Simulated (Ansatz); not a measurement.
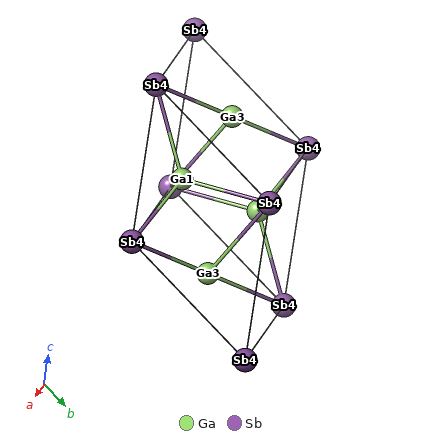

The system is Ga3Sb (I4/mmm, No. 139; 4 atoms in the cell); the picture shows the reference structure. 
- The energy is mapped over volume and the cell's shape.
- First axis: volume per atom. Second axis: c/a of the conventional cell.
- Nothing is relaxed (symmetry fixes all fractional coordinates).
- Grid: 5 × 5 points.
- Points are written as (first, second).
- Energies are in meV/atom, from the lowest grid point.
- Level of theory: Ansatz 0.2.0, DFT PBE+D3(BJ), scalar-relativistic, plane waves, PAW. Settings: cutoff 420 eV, k-mesh 14×14×14, gaussian smearing 0.15 eV, no spin polarisation.

Its coordinates:

```
CELL_PARAMETERS angstrom
-2.24697 2.24697 4.13530
2.24697 -2.24697 4.13530
2.24697 2.24697 -4.13530
ATOMIC_POSITIONS crystal
Ga 0.75000 0.25000 0.50000
Ga 0.25000 0.75000 0.50000
Ga 0.50000 0.50000 0.00000
Sb 0.00000 0.00000 0.00000
```

Range: volume per atom from 19.21 to 22.55 Å³; c/a of the conventional cell from 1.534 to 2.208.

**What landscape does the calculation give?**

The lowest grid point is at (20.88 Å³, 1.840). The highest grid point, (19.21 Å³, 1.534), lies 34.6 meV/atom above the lowest.

```
c/a of the conventional cell ↓, volume per atom →  19.21  20.04  20.88  21.71  22.55
                                            2.208   28.7   10.0    5.1   11.1   25.8
                                            2.016   28.2    9.3    3.7    8.8   22.2
                                            1.840   25.1    5.7    0.0    5.1   18.9
                                            1.680   27.9   10.5    6.4   12.6   26.9
                                            1.534   34.6   17.1   12.7   18.8   33.2
```

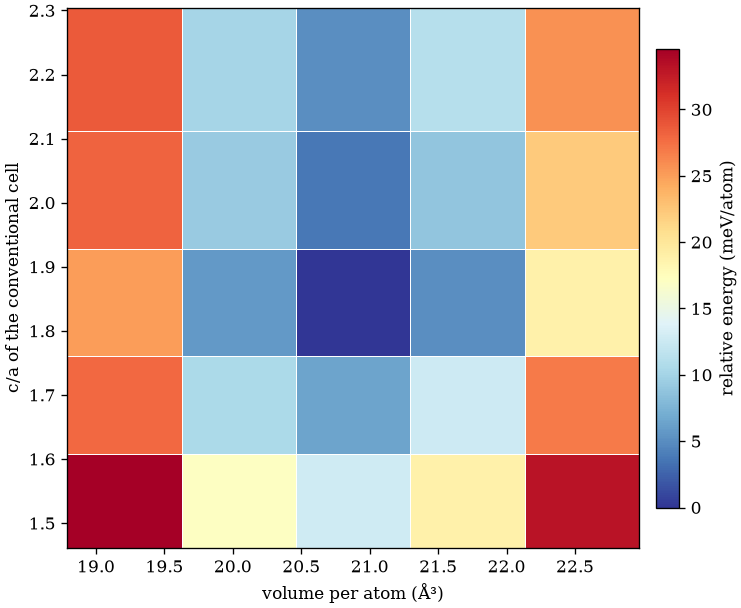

Drawn: one coloured cell a grid point.

Each point was launched as `ansatz run input.yaml --threads 2 --pin off --max-ram 4096MiB --backend cpu --events-out ev --progress --plain --runs-dir out`. Time for the 25 points that were run: 19 min on 2 threads of Arm Neoverse N1, with other jobs on the host.

PAW datasets: the set soft_1.
